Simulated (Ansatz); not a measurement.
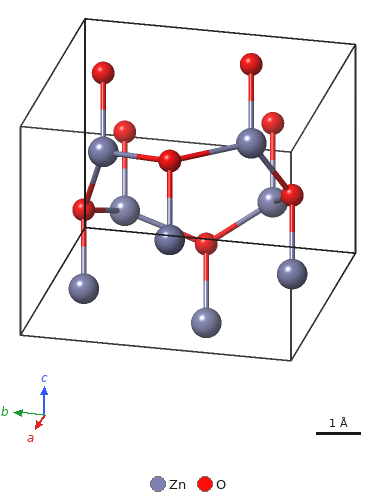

Normal modes of crystalline ZnO (a generated structure), at the zone centre. The picture is a ball-and-stick view of the conventional cell (2 times the calculation's cell), seen from a free direction. Lengths and directions refer to the drawn axes.

Computed with DFT PBE, scalar-relativistic, plane waves, PAW in Ansatz 0.2.0.

The input:
```yaml
crystal:
  lattice:
    - [-3.230864082, 3.230864082, 2.6438676345]
    - [3.230864082, -3.230864082, 2.6438676345]
    - [3.230864082, 3.230864082, -2.6438676345]
  atoms:
    - { symbol: Zn, position: [0.4104840023, 0.9104840023, 0.19838185] }
    - { symbol: Zn, position: [0.7121021524, 0.2121021524, 0.80161815] }
    - { symbol: Zn, position: [0.9104840023, 0.7121021524, 0.5] }
    - { symbol: Zn, position: [0.2121021524, 0.4104840023, 0.5] }
    - { symbol: O, position: [0.2886418064, 0.0895340389, 0.5] }
    - { symbol: O, position: [0.5895340389, 0.7886418064, 0.5] }
    - { symbol: O, position: [0.7886418064, 0.2886418064, 0.1991077675] }
    - { symbol: O, position: [0.0895340389, 0.5895340389, 0.8008922325] }
basis:
  ecutwfc: 420
kpoints:
  mp_grid: { grid: [8, 8, 8] }
hamiltonian:
  xc: pbe
scf:
  occupations: { method: fixed }
output:
  eigenvalues: true
phonons:
  method: dfpt
  dielectric: true
  rigid_motions: translations
  eigenvectors: true
  qmesh: [2, 2, 2]
  temperatures: { t_max: 1000, t_step: 100 }
  qpath:
    path:
      - [[0.0, 0.0, 0.0], [0.0, 0.0, 0.5], [-0.5, 0.5, 0.5], [0.0, 0.0, 0.0], [0.41741025, 0.41741025, -0.41741025]]
      - [[-0.41741025, 0.58258975, 0.41741025], [-0.5, 0.5, 0.5]]
      - [[0.0, 0.0, 0.5], [0.25, 0.25, 0.25], [0.0, 0.5, 0.0], [0.0, 0.0, 0.0]]
    npoints: 8
```

Run as
```bash
ansatz run input.yaml --threads 4 --pin off --max-ram 8192MiB --backend cpu --events-out ev --progress --plain --runs-dir out
```

Frequencies are those without the non-analytic (LO–TO) term.

Q: List the optical modes.

A: The calculation's cell holds 8 atoms, so there are 21 optical modes, in 13 levels. No level is unstable.

| level | symmetry | frequency (cm⁻¹) | activity |
| --- | --- | --- | --- |
| 1 | B₁ | 93 | Raman-active |
| 2 | A₂ | 108 | silent |
| 3 | E | 148 | infrared- and Raman-active |
| 4 | B₂ | 161 | Raman-active |
| 5 | A₁ | 195 | infrared- and Raman-active |
| 6 | E | 214 | infrared- and Raman-active |
| 7 | doubly degenerate | 270 | not assigned |
| 8 | A₂ | 315 | silent |
| 9 | triply degenerate | 346 | not assigned |
| 10 | E | 436 | infrared- and Raman-active |
| 11 | B₂ | 460 | Raman-active |
| 12 | E | 500 | infrared- and Raman-active |
| 13 | doubly degenerate | 589 | not assigned |

The modes drawn as arrows (one member of each degenerate set), 6 of the levels:

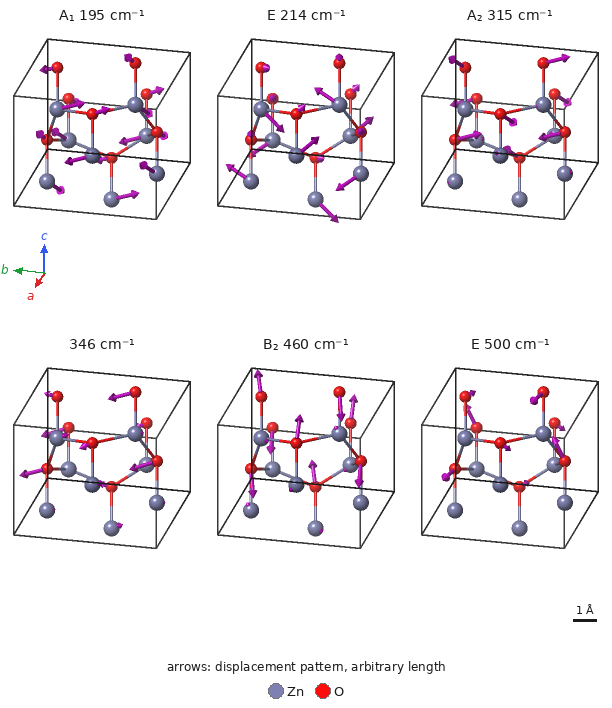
